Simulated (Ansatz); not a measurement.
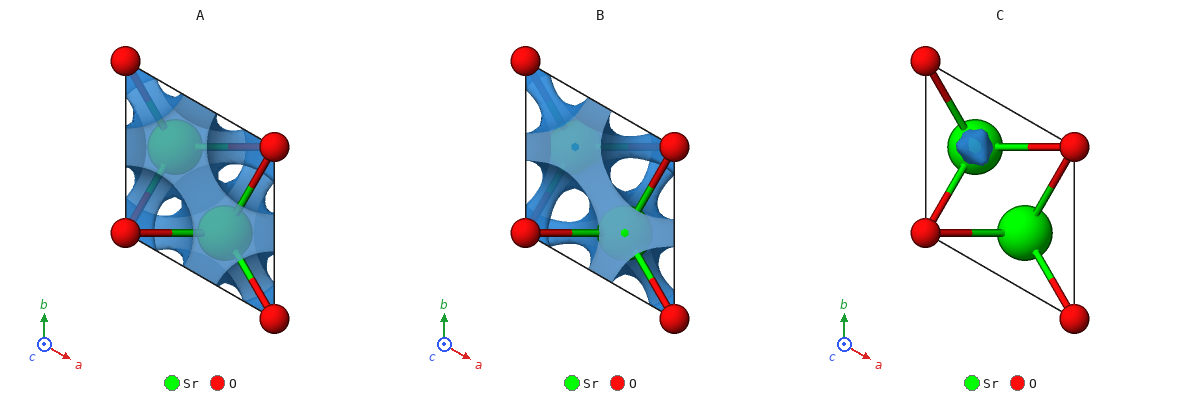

Three surfaces of the space that a probe's centre can reach in SrO in space group P6_3/mmc, computed for probe radii of 0.15, 0.25, 0.60 Å, in shuffled order. Pale faces close the region where the drawn box cuts it.

Hard-sphere model; Shannon crystal radii (six-coordinate where tabulated): Sr 1.32 Å, O 1.26 Å.

Origin of the cell: the end point of a relaxation with Ansatz, DFT, PBE, plane waves, PAW.

```cif
data_structure
_symmetry_space_group_name_H-M 'P6_3/mmc'
_symmetry_Int_Tables_number 194
_cell_length_a 3.5768
_cell_length_b 3.5768
_cell_length_c 6.2430
_cell_angle_alpha 90.000
_cell_angle_beta 90.000
_cell_angle_gamma 120.000
_cell_volume 69.17
loop_
_atom_site_label
_atom_site_type_symbol
_atom_site_symmetry_multiplicity
_atom_site_Wyckoff_symbol
_atom_site_fract_x
_atom_site_fract_y
_atom_site_fract_z
_atom_site_occupancy
Sr1 Sr 2 c 0.33333 0.66667 0.25000 1
O1 O 2 a 0.00000 0.00000 0.00000 1
```

> Which panel belongs to which radius, and what does each show?

A: 0.15 Å, a three-dimensional network, 31 % of the volume. B: 0.25 Å, a three-dimensional network, 21 % of the volume. C: 0.60 Å, isolated pockets that do not connect across cells, 2.1 % of the volume. The larger the probe, the smaller the space left to it.
